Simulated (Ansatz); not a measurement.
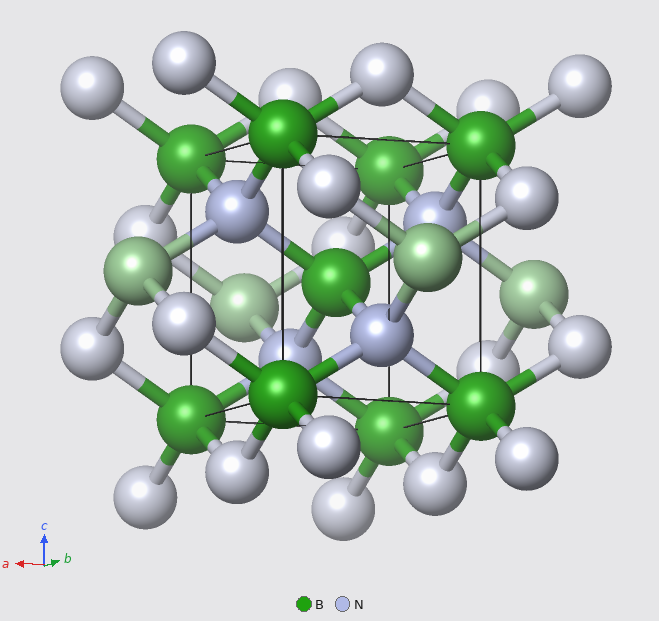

An orthographic ball-and-stick view of the structure, from a general direction. Lines trace the edges of the conventional unit cell. Bonded atoms from the next cells complete the picture, in fainter colours.

BN, space group I-4m2 (No. 119), a = 2.77 Å, b = 2.77 Å, c = 3.34 Å, α = 90.00°, β = 90.00°, γ = 90.00°.

Electronic-structure method: DFT r2SCAN, scalar-relativistic, plane waves, PAW in Ansatz. Parameters: 500 eV cutoff, k-points about 0.25 Å⁻¹ apart, Gaussian smearing of 0.05 eV, no spin polarisation.

Is it conducting or gapped at this level?

A semiconductor at this level, with a gap of 2.69 eV on the k-mesh (the true edges may lie between mesh points, so the gap can be somewhat smaller).

How far is the cell from zero pressure?

The computed pressure is -28.5 GPa (stretched: it would shrink). The stress isn't hydrostatic: its largest component is 53.8 GPa.

The structure was taken from a structure listed in the Materials Project. The cell was then strained or its atoms displaced on purpose. An electronic-structure calculation with Ansatz was run on it.

At this level of theory the cell isn't at rest (stretched, at -28 GPa), so its distances can differ from those at equilibrium, the more so the softer the solid.
